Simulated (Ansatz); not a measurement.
**Si: a changed input and its effect**

System: Si (P6/mmm, 1 atom in the cell).
Method of run A: Kohn-Sham DFT of a periodic cell, RPBE with D3(BJ), Ansatz PAW, no spin polarisation (Ansatz 0.2.0).

The structure derives from a Materials Project entry. Text and figures count atoms from 1; the logs count them from 0 in places.

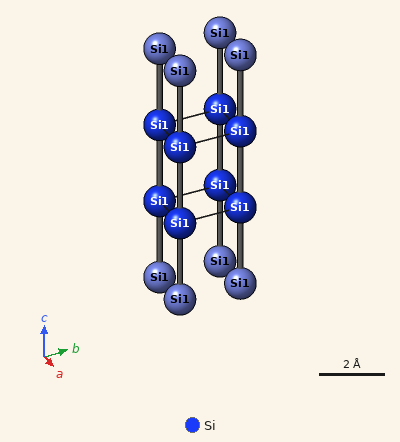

The input geometry (ball-and-stick view of the cell of the calculation, seen slightly off an axis; neighbours outside the cell are drawn fainter; atoms are numbered from 1 in the order of the input). An atom can appear more than once, as a periodic image.

### Input, run A
```yaml
crystal:
  lattice:
    - [2.6205428149, 0.0, 0.0]
    - [-1.3102714075, 2.2694566494, 0.0]
    - [0.0, 0.0, 2.46635439]
  atoms:
    - { symbol: Si, position: [0.0, 0.0, 0.0] }
hamiltonian:
  xc: rpbe
  pseudopotentials: { kind: paw }
  dispersion: d3bj
kpoints:
  mp_grid: { grid: [12, 12, 11] }
scf:
  occupations: { method: fermi_dirac, width: 0.05 }
output:
  forces: true
  stress: true
  eigenvalues: true
  write_density: true
  write_potential: true
  elf: true
  volumetric_format: npy
relax:
  f_tol: 0.01
  max_steps: 40
  cell: { stress_tol: 0.05 }
```

Launched with:
```bash
ansatz run input.yaml --threads 2 --pin off --max-ram 5632MiB --backend cpu --events-out ev --progress --plain --runs-dir out
```

Hardware: 2 threads of Arm Neoverse V1, 24 GiB of memory available, shared host.

### Output, shortened to warnings, some set-up lines, iterations and results (run A)
```
Basis set: ecut = 420 eV, 279 PW (Γ), exchange–correlation on 36×36×36 points (8 copies of the dense FFT grid, shifted against one another)
Symmetry: 24 space group operations
k-points: 114 of 1584
Initial density: superposition of atomic densities (neutral atoms: chi_scale 0, normalization atom), corrected by the library's trained network
[...]
SCF iter   1: F=—  HF=-640.430599 eV  |F-HF|=—  |Δ(HF+E_count)|=         —  Δρ=2.66e-3  dr2=7.46e-4  ethr=1.77e-3  ⟨swp⟩=5.2  Hψ=6425  notcnv=0
SCF iter   2: F=—  HF=-640.430511 eV  |F-HF|=—  |Δ(HF+E_count)|=   8.83e-5  Δρ=1.20e-3  dr2=1.33e-4  ethr=1.87e-5  ⟨swp⟩=1.3  Hψ=1640  notcnv=0
SCF iter   3: F=—  HF=-640.430513 eV  |F-HF|=—  |Δ(HF+E_count)|=   2.12e-6  Δρ=1.24e-4  dr2=1.27e-6  ethr=3.31e-6  ⟨swp⟩=2.0  Hψ=888  notcnv=0
SCF iter   4: F=—  HF=-640.430493 eV  |F-HF|=—  |Δ(HF+E_count)|=   1.99e-5  Δρ=3.21e-5  dr2=9.68e-8  ethr=3.18e-8  ⟨swp⟩=1.1  Hψ=682  notcnv=0
SCF iter   5: F=-640.430493 eV  HF=-640.430493 eV  |F-HF|=1.89e-11  |Δ(HF+E_count)|=   5.21e-8  Δρ=1.33e-6  dr2=1.32e-10  ethr=2.42e-9  ⟨swp⟩=2.0  Hψ=897  notcnv=0
[... 23 lines ...]
SCF iter   3: F=—  HF=-640.578479 eV  |F-HF|=—  |Δ(HF+E_count)|=   8.89e-8  Δρ=3.61e-6  dr2=1.10e-9  ethr=3.99e-10  ⟨swp⟩=2.1  Hψ=909  notcnv=0
SCF iter   4: F=—  HF=-640.578479 eV  |F-HF|=—  |Δ(HF+E_count)|=  8.39e-11  Δρ=1.38e-6  dr2=1.54e-10  ethr=2.74e-11  ⟨swp⟩=1.0  Hψ=684  notcnv=0
SCF iter   5: F=-640.578479 eV  HF=-640.578479 eV  |F-HF|=4.55e-13  |Δ(HF+E_count)|=  6.14e-12  Δρ=7.29e-8  dr2=1.24e-13  ethr=1.00e-12  ⟨swp⟩=3.3  Hψ=2413  notcnv=0
SCF 5 converged in 5 iterations: F = -640.578479 eV  dr2 = 1.24e-13
relax step   5: F+E_penalty+E_count = -640.57847874 eV  Δ(F+E_penalty+E_count) = +1.203e-4 eV  max|allowed force component| = 0.000e0 eV/Å  Δτ_max = 0.0000 Å  P = -0.020 GPa  …
basis re-selected at this cell: Δ(F+E_penalty+E_count) = +1.203e-4 eV, ΔP = -0.021 GPa vs the last step (what re-selecting the basis moved, of the pressure what is left beyond the Pulay correction that the steps carried, after the strain that the cell walked since its last selection, with what the …
SCF converged after 5 iterations
Free energy (F): -640.578479 eV
Harris-Foulkes:  -640.578479 eV  (|F-HF|=4.55e-13)
Internal energy: -640.576757 eV  (E = F + TS)
E sigma→0 (E₀):  -640.577618 eV
Entropy (-TS):   -0.001722 eV (-1.722 meV/atom)
Fermi energy:    12.571121 eV
--- Per-component energies (eV) ---
  E_band       = 25.500671
  E_kinetic    = 45.107524
  E_local      = 4.997716  (includes V_loc(G=0)·N_el)
  E_nonlocal   = 25.707022
  E_hartree    = 0.756230
  E_xc         = -57.515820
  E_vxc        = -49.684366  (∫ρ·V_xc dr)
  E_paw        = -515.680479  (= ΣΔE_a)
  E_vpaw       = -2.139693  (= ΣTr[D̂ρ^β])
  E_aug_tail   = 0.000007  (compensation charges beyond the density's cutoff)
  E_ewald      = -141.696386
  E_disp       = -2.228589  (pairwise vdW)
  E_core_change = -0.023983  (= ΣΔE_core)
  E_smearing   = -0.001722  (= −TS)
  E_closure    = 0.000000  (closes the sum)
  Σ components = -640.578479   (vs F -640.578479, Δ=0.00e0)
--- Forces (eV/Å), atoms counted from 1 ---
  atom   1  Si    -0.00000000    -0.00000000     0.00000000
  max |Σ_I F_I| component: 1.44e-33 eV/Å
--- Stress (GPa, compression-positive) ---
       -0.021151      -0.000000       0.000000
       -0.000000      -0.021151       0.000000
        0.000000       0.000000      -0.018135
  P = ⅓ Tr σ = -0.0201 GPa (-0.201 kbar)
--- Relaxed structure (4 steps of the walk, 4 accepted, 1 SCFs on fresh bases) ---
  F+E_penalty+E_count = -640.57847874 eV   max|allowed force component| = 0.000e0 eV/Å   (the final SCF, on the basis selected at the relaxed cell)
  cell:  # Å, volume = 12.5699 Å³
    - [2.4772889202195087, 2.728945685496322e-11, 4.641458801445132e-18]
    - [-1.238644460133388, 2.1453951374101714, -2.320729400766851e-18]
    - [4.3683630070382225e-18, -7.244412815755382e-33, 2.3650991652306335]
  atoms:
[...]
```

The input of run B differs as follows (lines with − go, lines with + come):
```diff
-  xc: rpbe
+  xc: revpbe
-  dispersion: d3bj
+  dispersion: d4
```

Predict how the results change.

The total energies belong to different models, so their difference says nothing on which is more stable or more accurate. The volume per atom goes from 12.57 to 14.17 Å³. The functional changes from RPBE to revPBE. The SCF takes 20 iterations over all geometry steps against 23.

### Output, shortened to warnings, some set-up lines, iterations and results (run B)
```
Basis set: ecut = 420 eV, 279 PW (Γ), exchange–correlation on 36×36×36 points (8 copies of the dense FFT grid, shifted against one another)
Symmetry: 24 space group operations
k-points: 114 of 1584
Initial density: superposition of atomic densities (neutral atoms: chi_scale 0, normalization atom), corrected by the library's trained network
[...]
SCF iter   1: F=—  HF=-638.502606 eV  |F-HF|=—  |Δ(HF+E_count)|=         —  Δρ=2.31e-3  dr2=5.51e-4  ethr=1.77e-3  ⟨swp⟩=5.3  Hψ=6430  notcnv=0
SCF iter   2: F=—  HF=-638.502563 eV  |F-HF|=—  |Δ(HF+E_count)|=   4.26e-5  Δρ=1.02e-3  dr2=9.07e-5  ethr=1.38e-5  ⟨swp⟩=1.4  Hψ=1654  notcnv=0
SCF iter   3: F=—  HF=-638.502553 eV  |F-HF|=—  |Δ(HF+E_count)|=   1.04e-5  Δρ=1.25e-4  dr2=1.22e-6  ethr=2.27e-6  ⟨swp⟩=1.9  Hψ=862  notcnv=0
SCF iter   4: F=-638.502553 eV  HF=-638.502553 eV  |F-HF|=3.42e-8  |Δ(HF+E_count)|=   7.22e-7  Δρ=2.84e-5  dr2=7.39e-8  ethr=3.04e-8  ⟨swp⟩=1.2  Hψ=699  notcnv=0
SCF iter   5: F=-638.502553 eV  HF=-638.502553 eV  |F-HF|=6.09e-11  |Δ(HF+E_count)|=   3.96e-8  Δρ=1.04e-6  dr2=5.31e-11  ethr=1.85e-9  ⟨swp⟩=2.0  Hψ=891  notcnv=0
[... 20 lines ...]
SCF iter   2: F=—  HF=-638.510695 eV  |F-HF|=—  |Δ(HF+E_count)|=   2.31e-5  Δρ=9.98e-6  dr2=1.37e-9  ethr=1.36e-10  ⟨swp⟩=2.0  Hψ=917  notcnv=0
SCF iter   3: F=—  HF=-638.510695 eV  |F-HF|=—  |Δ(HF+E_count)|=   1.28e-8  Δρ=3.22e-6  dr2=1.25e-10  ethr=3.41e-11  ⟨swp⟩=2.2  Hψ=908  notcnv=0
SCF iter   4: F=-638.510695 eV  HF=-638.510695 eV  |F-HF|=1.48e-12  |Δ(HF+E_count)|=   1.52e-9  Δρ=1.65e-7  dr2=3.38e-12  ethr=1.00e-12  ⟨swp⟩=3.2  Hψ=2422  notcnv=0
SCF 5 converged in 4 iterations: F = -638.510695 eV  dr2 = 3.38e-12
relax step   5: F+E_penalty+E_count = -638.51069536 eV  Δ(F+E_penalty+E_count) = +5.843e-5 eV  max|allowed force component| = 0.000e0 eV/Å  Δτ_max = 0.0000 Å  P = -0.008 GPa  …
basis re-selected at this cell: Δ(F+E_penalty+E_count) = +5.843e-5 eV, ΔP = -0.010 GPa vs the last step (what re-selecting the basis moved, of the pressure what is left beyond the Pulay correction that the steps carried, after the strain that the cell walked since its last selection, with what the …
SCF converged after 4 iterations
Free energy (F): -638.510695 eV
Harris-Foulkes:  -638.510695 eV  (|F-HF|=1.48e-12)
Internal energy: -638.508387 eV  (E = F + TS)
E sigma→0 (E₀):  -638.509541 eV
Entropy (-TS):   -0.002309 eV (-2.309 meV/atom)
Fermi energy:    10.737870 eV
--- Per-component energies (eV) ---
  E_band       = 20.201391
  E_kinetic    = 42.268433
  E_local      = 1.066006  (includes V_loc(G=0)·N_el)
  E_nonlocal   = 25.163922
  E_hartree    = 0.960941
  E_xc         = -56.367025
  E_vxc        = -48.211208  (∫ρ·V_xc dr)
  E_paw        = -514.621501  (= ΣΔE_a)
  E_vpaw       = -2.007651  (= ΣTr[D̂ρ^β])
  E_aug_tail   = 0.000007  (compensation charges beyond the density's cutoff)
  E_ewald      = -136.135184
  E_disp       = -0.825020  (pairwise vdW)
  E_core_change = -0.018965  (= ΣΔE_core)
  E_smearing   = -0.002309  (= −TS)
  E_closure    = 0.000000  (closes the sum)
  Σ components = -638.510695   (vs F -638.510695, Δ=0.00e0)
--- Forces (eV/Å), atoms counted from 1 ---
  atom   1  Si     0.00000000     0.00000000     0.00000000
  max |Σ_I F_I| component: 1.28e-33 eV/Å
--- Stress (GPa, compression-positive) ---
       -0.009833       0.000000      -0.000000
       -0.000000      -0.009833       0.000000
       -0.000000       0.000000      -0.005553
  P = ⅓ Tr σ = -0.0084 GPa (-0.084 kbar)
--- Relaxed structure (4 steps of the walk, 4 accepted, 1 SCFs on fresh bases) ---
  F+E_penalty+E_count = -638.51069536 eV   max|allowed force component| = 0.000e0 eV/Å   (the final SCF, on the basis selected at the relaxed cell)
  cell:  # Å, volume = 14.1749 Å³
    - [2.5793295814610206, 2.841352397671188e-11, 8.829532451527012e-19]
    - [-1.289664790755117, 2.2337649422637207, -4.414766225847759e-19]
    - [8.310017298588332e-19, -2.587290291341208e-33, 2.4602327156591914]
  atoms:
    - { symbol: Si, position: [0.0, 0.0, 0.0] }
```

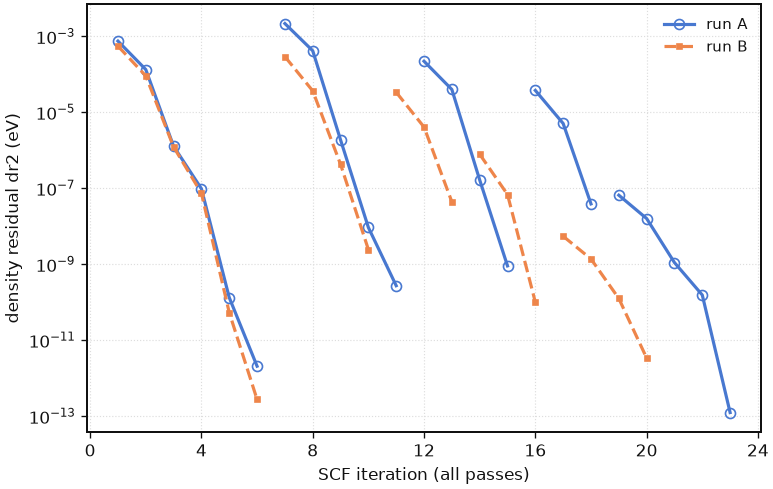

Convergence of the two runs: density residual dr2 against the SCF iteration. A break in a curve parts two SCF passes. Run A takes 23 iterations in all, and run B takes 20.

### The two runs side by side

| quantity | run A | run B |
| --- | --- | --- |
| outcome | converged | converged |
| free energy per atom (eV) | −640.5785 | −638.5107 |
| energy per atom, smearing taken to zero (eV) | −640.5776 | −638.5095 |
| gap on the mesh (eV) | 0.00 | 0.00 |
| pressure (GPa) | −0.02 | −0.01 |
| volume per atom (Å³) | 12.57 | 14.17 |
| largest force (eV/Å) | 0.000 | 0.000 |
| SCF iterations | 23 | 20 |
| irreducible k-points | 114 | 114 |
| wall time (shared host) | 3 s | 3.5 s |

For both runs: Points of doubt noted for this run: forces on files of another functional.
